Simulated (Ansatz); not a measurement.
## Single-point calculation of SnO2 (part 2 of 2)

The same run, continued: SnO2 (48 atoms in the cell); DFT PBE, scalar-relativistic, plane waves, PAW, no spin polarisation (Ansatz 0.2.0); cutoff 420 eV, 2×2×1 k-mesh, Gaussian smearing of 0.05 eV. The structure derives from a Materials Project entry.

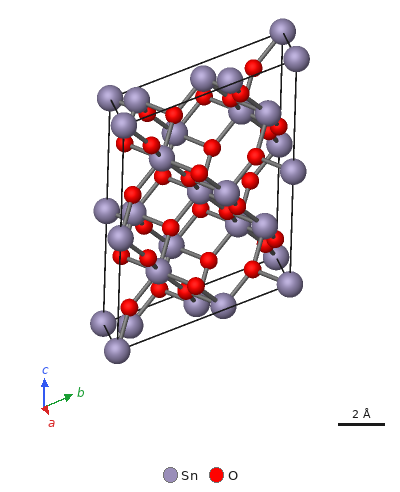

Fig. 1: The structure as given in the input (ball-and-stick view of the cell of the calculation, seen at an oblique angle). An atom can appear more than once, as a periodic image.

What the program printed, continued
```
  k-point 0: bands = ["-13.4340", "-13.4340", "-13.4087", "-13.3919", "-13.3697", "-13.3697", "-13.3565", "-13.3565", "-13.3565", "-13.3565", "-13.2600", "-13.2055", "-13.2055", "-13.1814", "-13.1814", "-13.0809", "-13.0809", "-12.9698", "-12.9698", "-12.9163", "-12.9163", "-12.7534", "-12.7534", "-12.7534", "-12.7534", "-12.7485", "-12.7485", "-12.7331", "-12.7331", "-12.6899", "-12.6633", "-12.6633", "-12.6383", "-12.6383", "-12.6222", "-12.6222", "-12.6005", "-12.6003", "-12.5929", "-12.5929",
      "-12.5675", "-12.5675", "-12.5672", "-12.5672", "-12.5591", "-12.5591", "-12.5591", "-12.5591", "-12.5025", "-12.5025", "-12.4884", "-12.4884", "-12.4884", "-12.4884", "-12.4867", "-12.4867", "-12.4832", "-12.4832", "-12.4768", "-12.4768", "-12.4619", "-12.4619", "-12.4596", "-12.4460", "-12.4460", "-12.4460", "-12.4460", "-12.4456", "-12.4454", "-12.4448", "-12.4448", "-12.4441", "-12.4441", "-12.4431", "-12.4431", "-12.4421", "-12.4421", "-12.4175", "-12.4125", "-12.4125",
      "-11.3791", "-10.6019", "-10.6019", "-10.1971", "-10.1971", "-10.1971", "-10.1971", "-10.0872", "-10.0872", "-9.6360", "-9.6360", "-9.5648", "-9.5648", "-9.5588", "-9.5588", "-9.3552", "-9.3552", "-9.2636", "-9.2636", "-8.7197", "-8.4908", "-8.4908", "-8.2609", "-8.2609", "-8.2609", "-8.2609", "-8.1839", "-8.1839", "-8.0478", "-7.7974", "-7.7974", "-7.7923", "-0.4840", "-0.4840", "0.0458", "0.0458", "0.4987", "0.4987", "0.7299", "0.7299",
      "0.7299", "0.7299", "1.3653", "1.3653", "1.5050", "1.5050", "2.1014", "2.2948", "2.2951", "2.3138", "2.3138", "2.7552", "2.7552", "2.9360", "3.3199", "3.3199", "3.3199", "3.3199", "3.5681", "3.5681", "3.6072", "3.6080", "3.6286", "3.6286", "4.0289", "4.0289", "4.0595", "4.0595", "4.0855", "4.0855", "4.0855", "4.0855", "4.2880", "4.2880", "4.3368", "4.3368", "4.4537", "4.4537", "4.8118", "4.8118",
      "5.3316", "5.4789", "5.4789", "5.7500", "5.7500", "5.7719", "5.7719", "5.7719", "5.7719", "5.8616", "5.8616", "5.9183", "5.9183", "5.9829", "6.0233", "6.0233", "6.1372", "6.1372", "6.2090", "6.2090", "6.2436", "6.2436", "6.2617", "6.2617", "6.3323", "6.3323", "6.3546", "6.3555", "6.3774", "6.3774", "6.3774", "6.3774", "6.4472", "6.4472", "6.5393", "6.5393", "6.6294", "6.6297", "6.6315", "6.6315",
      "6.7257", "6.7257", "6.7257", "6.7257", "6.8356", "6.8356", "6.9674", "6.9674", "8.6583", "11.6104", "11.6104", "11.9935", "11.9935", "12.3202", "12.3202", "12.3202", "12.3202", "12.5801", "12.8982", "12.8982", "13.2583", "13.2583", "14.3674", "14.3674", "14.7294", "14.7294", "14.9780", "14.9780", "15.3027", "15.3027", "15.3027", "15.3027", "15.6605", "15.6605", "15.6911", "15.6911", "15.7398", "15.7398", "16.0853", "16.0853",
      "16.4458"]
  k-point 1: bands = ["-13.5115", "-13.5115", "-13.4266", "-13.4266", "-13.3679", "-13.3679", "-13.3549", "-13.3549", "-13.2591", "-13.2591", "-13.2040", "-13.2040", "-13.1480", "-13.1480", "-13.0685", "-13.0685", "-13.0661", "-13.0661", "-12.9096", "-12.9096", "-12.8774", "-12.8774", "-12.8738", "-12.8738", "-12.8406", "-12.8406", "-12.6930", "-12.6930", "-12.6604", "-12.6604", "-12.6529", "-12.6529", "-12.6389", "-12.6389", "-12.6181", "-12.6181", "-12.6085", "-12.6085", "-12.6051", "-12.6051",
      "-12.5951", "-12.5951", "-12.5514", "-12.5514", "-12.5496", "-12.5496", "-12.5366", "-12.5366", "-12.5268", "-12.5268", "-12.5136", "-12.5136", "-12.4923", "-12.4923", "-12.4661", "-12.4661", "-12.4625", "-12.4625", "-12.4625", "-12.4625", "-12.4620", "-12.4620", "-12.4620", "-12.4620", "-12.4596", "-12.4596", "-12.4580", "-12.4580", "-12.4561", "-12.4561", "-12.4486", "-12.4486", "-12.4285", "-12.4285", "-12.4285", "-12.4285", "-12.4175", "-12.4175", "-12.4159", "-12.4159",
      "-11.0403", "-11.0403", "-10.4877", "-10.4877", "-10.1171", "-10.1171", "-10.0266", "-10.0266", "-9.9972", "-9.9972", "-9.6225", "-9.6225", "-9.5075", "-9.5075", "-9.2830", "-9.2830", "-9.0971", "-9.0971", "-9.0242", "-9.0242", "-8.9196", "-8.9196", "-8.6959", "-8.6959", "-7.9972", "-7.9972", "-7.9142", "-7.9142", "-7.8488", "-7.8488", "-7.7893", "-7.7893", "-0.5475", "-0.5475", "0.0451", "0.0451", "0.2254", "0.2254", "0.5496", "0.5496",
      "1.0898", "1.0898", "1.2057", "1.2057", "1.4790", "1.4790", "2.2204", "2.2204", "2.7594", "2.7594", "2.7826", "2.7826", "2.9263", "2.9263", "3.0256", "3.0256", "3.0766", "3.0766", "3.2678", "3.2678", "3.4701", "3.4701", "3.5014", "3.5014", "3.8668", "3.8668", "4.1576", "4.1576", "4.4267", "4.4267", "4.6551", "4.6551", "4.7108", "4.7108", "4.8533", "4.8533", "4.8614", "4.8614", "5.1473", "5.1473",
      "5.1662", "5.1662", "5.2125", "5.2125", "5.3312", "5.3312", "5.4459", "5.4459", "5.4940", "5.4940", "5.5556", "5.5556", "5.7503", "5.7503", "5.8686", "5.8686", "6.0144", "6.0144", "6.1711", "6.1711", "6.2544", "6.2544", "6.2832", "6.2832", "6.3026", "6.3026", "6.3126", "6.3126", "6.4256", "6.4256", "6.5566", "6.5566", "6.5619", "6.5619", "6.5627", "6.5627", "6.6173", "6.6173", "6.6709", "6.6709",
      "6.6964", "6.6964", "6.7152", "6.7152", "6.8242", "6.8242", "6.9646", "6.9646", "10.3350", "10.3350", "11.6464", "11.6464", "11.9792", "11.9792", "12.3599", "12.3599", "13.0891", "13.0891", "13.1048", "13.1048", "13.1416", "13.1416", "13.7639", "13.7639", "14.6914", "14.6914", "15.1277", "15.1277", "15.3641", "15.3641", "15.6350", "15.6350", "15.6396", "15.6396", "15.6663", "15.6663", "15.8516", "15.8516", "15.9601", "15.9601",
      "15.9799"]
  k-point 2: bands = ["-13.5674", "-13.5674", "-13.4340", "-13.4340", "-13.3697", "-13.3697", "-13.2998", "-13.2998", "-13.2055", "-13.2055", "-13.1814", "-13.1814", "-13.1377", "-13.1377", "-13.0810", "-13.0810", "-13.0160", "-13.0160", "-12.9698", "-12.9698", "-12.9163", "-12.9163", "-12.8336", "-12.8336", "-12.7739", "-12.7739", "-12.7485", "-12.7485", "-12.7331", "-12.7331", "-12.6633", "-12.6633", "-12.6410", "-12.6410", "-12.6383", "-12.6383", "-12.6222", "-12.6222", "-12.6164", "-12.6164",
      "-12.5929", "-12.5929", "-12.5675", "-12.5675", "-12.5672", "-12.5672", "-12.5599", "-12.5599", "-12.5025", "-12.5025", "-12.4867", "-12.4867", "-12.4832", "-12.4832", "-12.4768", "-12.4768", "-12.4741", "-12.4741", "-12.4724", "-12.4724", "-12.4665", "-12.4665", "-12.4619", "-12.4619", "-12.4448", "-12.4448", "-12.4442", "-12.4442", "-12.4431", "-12.4431", "-12.4421", "-12.4421", "-12.4386", "-12.4386", "-12.4273", "-12.4273", "-12.4125", "-12.4125", "-12.4014", "-12.4014",
      "-10.6929", "-10.6929", "-10.6019", "-10.6019", "-10.5170", "-10.5170", "-10.0872", "-10.0872", "-9.6360", "-9.6360", "-9.5648", "-9.5648", "-9.5588", "-9.5588", "-9.3552", "-9.3552", "-9.2637", "-9.2637", "-9.1748", "-9.1748", "-8.6213", "-8.6213", "-8.4908", "-8.4908", "-8.2565", "-8.2565", "-8.1839", "-8.1839", "-7.7974", "-7.7974", "-7.4980", "-7.4980", "-0.4841", "-0.4841", "-0.2391", "-0.2391", "0.0458", "0.0458", "0.4987", "0.4987",
      "1.3653", "1.3653", "1.5050", "1.5050", "1.5873", "1.5873", "1.9143", "1.9143", "2.3138", "2.3138", "2.4782", "2.4782", "2.7552", "2.7552", "3.4858", "3.4858", "3.5682", "3.5682", "3.6286", "3.6286", "3.6589", "3.6589", "4.0289", "4.0289", "4.0595", "4.0595", "4.2198", "4.2198", "4.2875", "4.2875", "4.2880", "4.2880", "4.3368", "4.3368", "4.4537", "4.4537", "4.8121", "4.8121", "4.8772", "4.8772",
      "5.0329", "5.0329", "5.3628", "5.3628", "5.4789", "5.4789", "5.6412", "5.6412", "5.7500", "5.7500", "5.8616", "5.8616", "5.8640", "5.8640", "5.9183", "5.9183", "6.0062", "6.0062", "6.0233", "6.0233", "6.1367", "6.1367", "6.1844", "6.1844", "6.2086", "6.2086", "6.2436", "6.2436", "6.2617", "6.2617", "6.3323", "6.3323", "6.4472", "6.4472", "6.4907", "6.4907", "6.5393", "6.5393", "6.6315", "6.6315",
      "6.7302", "6.7302", "6.8356", "6.8356", "6.8778", "6.8778", "6.9679", "6.9679", "11.2757", "11.2757", "11.3283", "11.3283", "11.6104", "11.6104", "11.9935", "11.9935", "12.8982", "12.8982", "13.1459", "13.1459", "13.2583", "13.2583", "14.3676", "14.3676", "14.7295", "14.7295", "14.7601", "14.7601", "14.9780", "14.9780", "15.6605", "15.6605", "15.6911", "15.6911", "15.7395", "15.7395", "16.0853", "16.0853", "16.1678", "16.1678",
      "16.3892"]
```

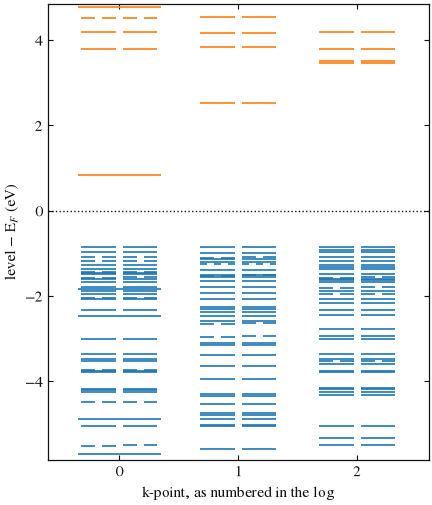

Fig. 2: Kohn–Sham levels near the Fermi level (dotted) at the few k-points that the log prints; levels within 0.02 eV of each other stand side by side. Among these points the highest filled and lowest empty levels are 1.69 eV apart, which is the gap on the mesh.

Key numbers

- outcome: converged
- space group (tolerance 0.01 Å): I4₁/amd (141)
- electrons treated: 416
- free energy: −114540.5205 eV
- Fermi energy: 7.814 eV
- gap on the k-point mesh: 1.69 eV
- largest force (length of the vector): 0.034 eV/Å
- wall time: 7.2 s (CPU time 28 s)
- peak memory: 2.4 GiB

Remarks

So coarse a mesh can miss the band edges, so the true gap of this method can be much smaller, or zero. The k-point mesh is coarse for a cell of this size, so the results may not be converged.
